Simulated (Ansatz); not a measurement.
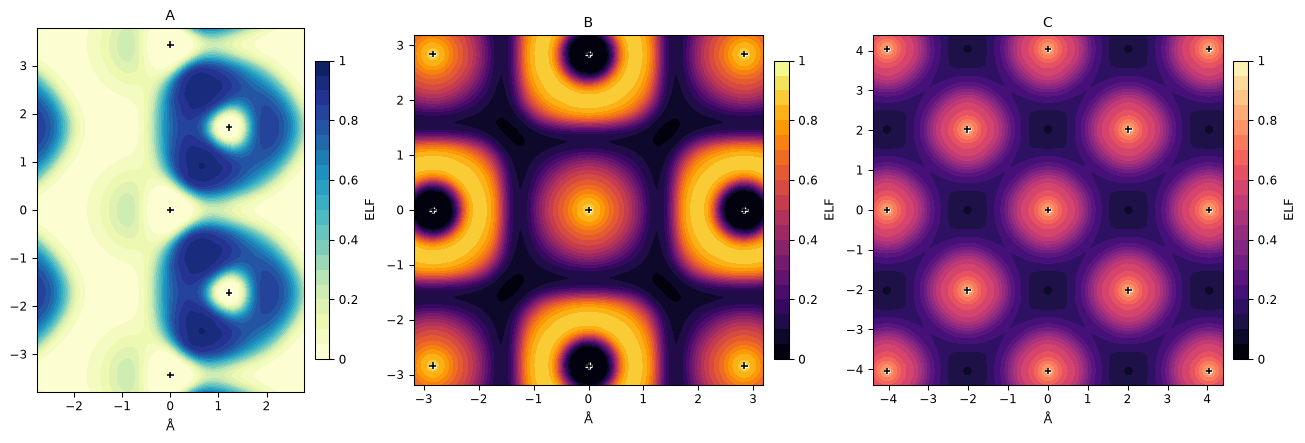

The ELF of 3 systems, each on a plane through atoms (crosses mark nuclei in the plane).

The calculation used DFT r2SCAN, scalar-relativistic, plane waves, PAW in Ansatz 0.2.0.

System 1: Au, the (010) plane of the conventional cell. Space group Fm-3m; computed pressure about 11 GPa in this cell; computed without spin polarisation.

```
Au
1.0
     4.04078    0.00000    0.00000
     0.00000    4.04078    0.00000
     0.00000    0.00000    4.04078
Au
4
Direct
  0.00000 0.00000 0.00000
  0.50000 0.50000 0.00000
  0.50000 0.00000 0.50000
  0.00000 0.50000 0.50000
```

System 2: BeS, the (110) plane of the conventional cell. Space group F-43m.

```
Be S
1.0
     4.85876    0.00000    0.00000
     0.00000    0.00000   -4.85876
     0.00000    4.85876    0.00000
Be S
4 4
Direct
  0.50000 0.50000 0.00000
  0.00000 0.50000 0.50000
  0.00000 0.00000 0.00000
  0.50000 0.00000 0.50000
  0.25000 0.75000 0.25000
  0.75000 0.75000 0.75000
  0.75000 0.25000 0.25000
  0.25000 0.25000 0.75000
```

System 3: AgBr, the (001) plane of the conventional cell. Space group Fm-3m; a generated structure, not necessarily the stable one; computed pressure about 3 GPa in this cell.

```
Ag Br
1.0
     5.67537    0.00000    0.00000
     0.00000    5.67537    0.00000
     0.00000    0.00000    5.67537
Ag Br
4 4
Direct
  0.00000 0.00000 0.00000
  0.50000 0.50000 0.00000
  0.50000 0.00000 0.50000
  0.00000 0.50000 0.50000
  0.50000 0.00000 0.00000
  0.00000 0.50000 0.00000
  0.00000 0.00000 0.50000
  0.50000 0.50000 0.50000
```

> Which map belongs to which system?

Panel A is system 2, BeS: the plane holds Be and S. Be–S (2.10 Å): the ELF peaks at about 0.95 between the atoms, as expected for a shared but strongly polarised pair. Panel B is system 3, AgBr: the plane holds Ag and Br. Ag–Br (2.84 Å): the ELF is about 0.20 at the midpoint. Panel C is system 1, Au: the plane holds Au. Au–Au (2.86 Å): the ELF is about 0.20 at the midpoint: no localised pair shows between them.
